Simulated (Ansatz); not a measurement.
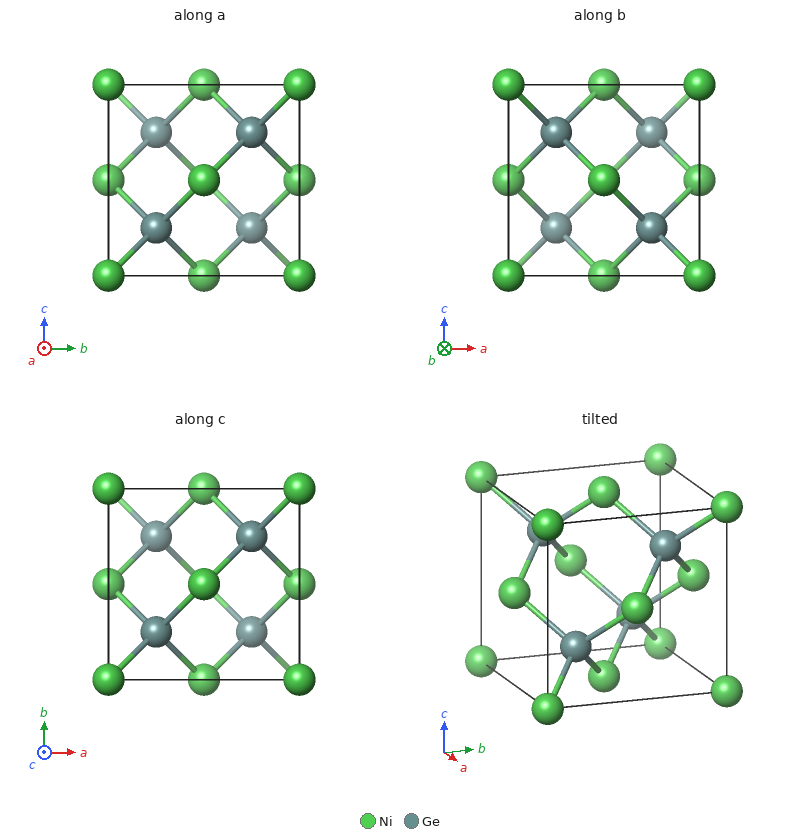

We look at a ball-and-stick model of the crystal along the a axis, along the b axis, along the c axis and slightly off an axis. The conventional unit cell is drawn as a box.

Lattice parameters: a = 5.467 Å, b = 5.467 Å, c = 5.467 Å, α = 90.00°, β = 90.00°, γ = 90.00°. Put a along x and b in the xy plane.

### Convert the drawing into a POSCAR file.

```
Ni Ge
1.0
     5.467    0.000    0.000
     0.000    5.467    0.000
     0.000    0.000    5.467
Ni Ge
4 4
Direct
  0.0000 0.0000 0.0000
  0.0000 0.5000 0.5000
  0.5000 0.0000 0.5000
  0.5000 0.5000 0.0000
  0.2500 0.2500 0.7500
  0.2500 0.7500 0.2500
  0.7500 0.2500 0.2500
  0.7500 0.7500 0.7500
```

Its origin is a structure type filled with these elements by a generator (whether the compound takes this form wasn't checked). Earlier steps of the study, as a rule a relaxation of our own, may have changed the cell and positions, so they can lie some per cent off the listed ones. Ansatz was used for an electronic-structure calculation on it.

At this level of theory the run's own cell isn't at rest (stretched, at -8 GPa), so its distances can differ from those at equilibrium, the more so the softer the solid.
